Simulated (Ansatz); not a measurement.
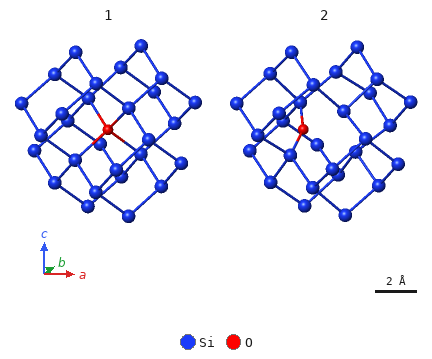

Two geometries of a defect cell of composition Si₂₁₅O (cell charge −2), drawn at one scale. One is the start of a relaxation, the other its converged end. A ball-and-stick model of the atoms within 5.0 Å of the atom that moves most (axes of the cell of the calculation (origin shifted)), seen slightly off an axis.

Level of theory: DFT, PBEsol, PAW, plane waves (Ansatz). Settings: plane-wave cutoff 420 eV; k-point mesh 1 × 1 × 1; mesh shifted by (0.25, 0.25, 0.25); no spin polarisation; atoms relaxed in a fixed cell; force threshold 0.03 eV/Å; at most 80 steps.

Q: Which geometry has the lower energy?

A: Structure 2 is the relaxed one. The O atom moves most: 1.07 Å along −a. By element the largest moves are O 1.07 Å, Si 0.32 Å. The cell stays as it was. Among the contacts that change: O–Si 2.347 → 1.686 Å, O–Si 2.322 → 1.679 Å, O–Si 2.360 → 2.943 Å, O–Si 2.363 → 2.906 Å. Among the angles between lasting bonds that change: Si–Si–Si 110.1° → 101.6°, Si–Si–Si 109.4° → 101.8°, Si–Si–Si 111.0° → 104.2°. The energy falls by 3.380 eV per cell of the calculation in 15 accepted moves (17 points after the start). The largest force component goes from 1.1 to 0.016 eV/Å. The line search rejected the trial steps at points 13, 16 of the run. The run took 97 s on 1 × NVIDIA GB300 Max-Q with 8 threads of Arm Neoverse-V2, peak memory 3.3 GiB.

Limits of the set-up: the cell is charged, on a uniform background, and energies carry no finite-size correction.
